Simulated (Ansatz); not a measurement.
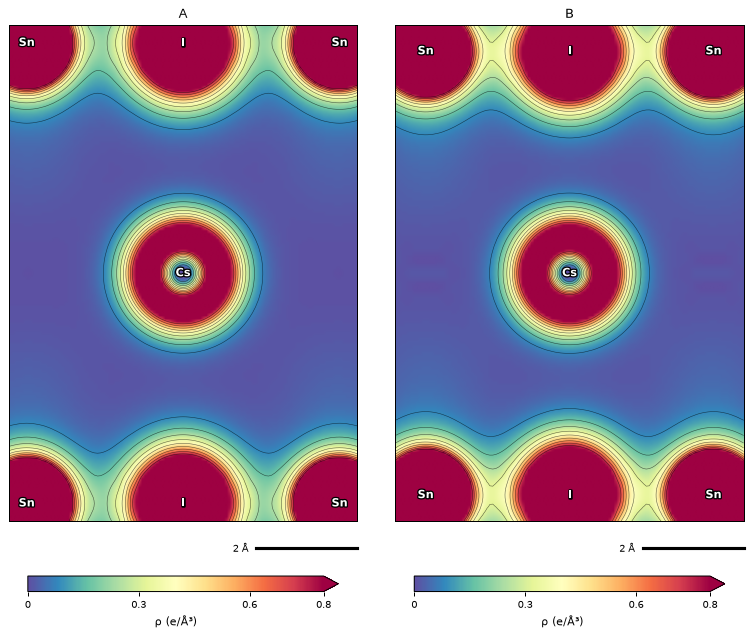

CsSnI3. The valence charge density (pseudo) of two cells that differ in size and shape, on the (011̄) plane of each (indices in the axes of the calculation cell), at one length scale and on one colour scale; one has 43.7 and the other 51.6 Å³ an atom.

Space group P4/mmm.

These are results of Ansatz 0.2.0, DFT PBEsol, scalar-relativistic, plane waves, PAW, not measurements.

The density is the valence pseudo-density of a PAW calculation; it isn't the true density close to the nuclei.

The larger cell:

```
Cs Sn I
1.0
     6.20570    0.00000    0.00000
     0.00000    6.20570    0.00000
     0.00000    0.00000    6.70216
Cs Sn I
1 1 3
Direct
  0.00000 0.00000 0.00000
  0.50000 0.50000 0.50000
  0.00000 0.50000 0.50000
  0.50000 0.00000 0.50000
  0.50000 0.50000 0.00000
```

The smaller cell: a = 5.709 Å, b = 5.709 Å, c = 6.702 Å, α = 90.00°, β = 90.00°, γ = 90.00°.

Q: Which panel shows the smaller cell, and what does the compression change?

A: Panel B is the smaller cell, by 15 % in volume. From the larger cell to the smaller, Cs–I goes from 4.57 to 4.40 Å, and the density at its midpoint from 0.02 to 0.02 e/Å³; Sn–I goes from 3.10 to 2.85 Å, and the density at its midpoint from 0.23 to 0.35 e/Å³; the pressure goes from −1.4 to 2.3 GPa; the Kohn–Sham gap goes from 0.26 eV to metallic.
